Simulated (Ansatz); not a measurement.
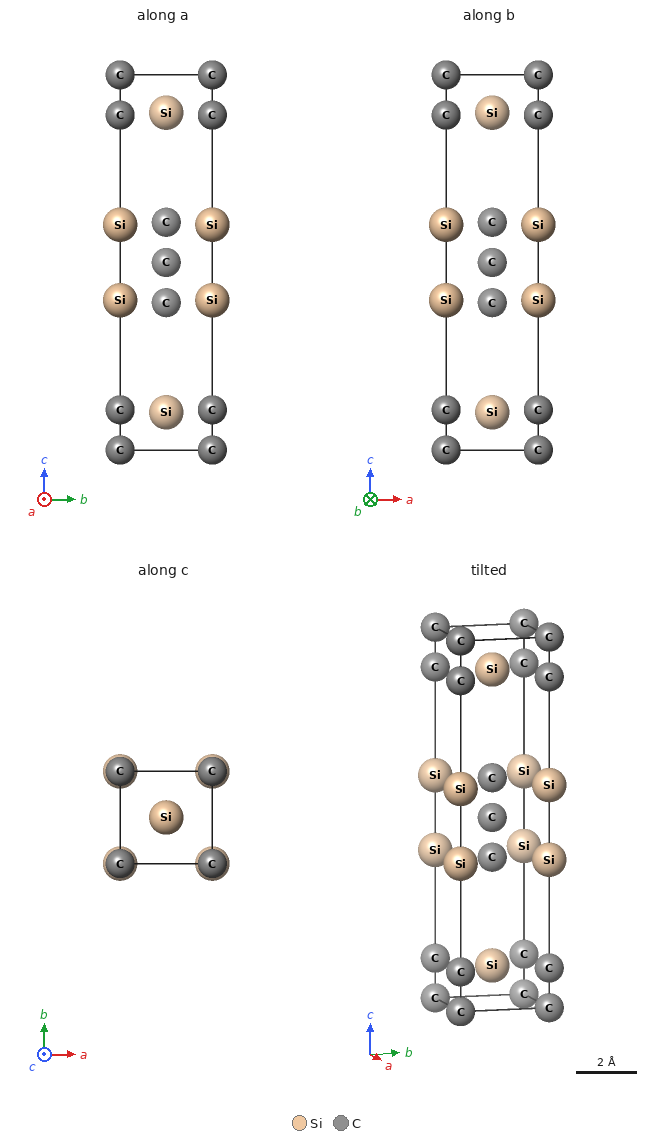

We look at a spheres-only model of the crystal along the a axis, along the b axis, along the c axis and slightly off an axis. The edges of the conventional unit cell are marked.

Lattice parameters: a = 3.1066 Å, b = 3.1066 Å, c = 12.6383 Å, α = 90.000°, β = 90.000°, γ = 90.000°.

### Reconstruct the structure as a CIF with its space group and independent sites, with free fractional coordinates to two decimals.

```cif
data_structure
_symmetry_space_group_name_H-M 'I 4/m m m'
_symmetry_Int_Tables_number 139
_cell_length_a 3.1066
_cell_length_b 3.1066
_cell_length_c 12.6383
_cell_angle_alpha 90.000
_cell_angle_beta 90.000
_cell_angle_gamma 90.000
_cell_volume 121.97
loop_
_atom_site_label
_atom_site_type_symbol
_atom_site_symmetry_multiplicity
_atom_site_Wyckoff_symbol
_atom_site_fract_x
_atom_site_fract_y
_atom_site_fract_z
_atom_site_occupancy
Si1 Si 4 e 0.50 0.50 0.10 1
C1 C 4 e 0.00 0.00 0.11 1
C2 C 2 a 0.00 0.00 0.00 1
```

It goes back to a structure type filled with these elements by a generator (whether the compound takes this form wasn't checked). Earlier steps of the study, as a rule a relaxation of our own, may have changed the cell and positions, so they can lie some per cent off the listed ones. Ansatz was used for an electronic-structure calculation on it.
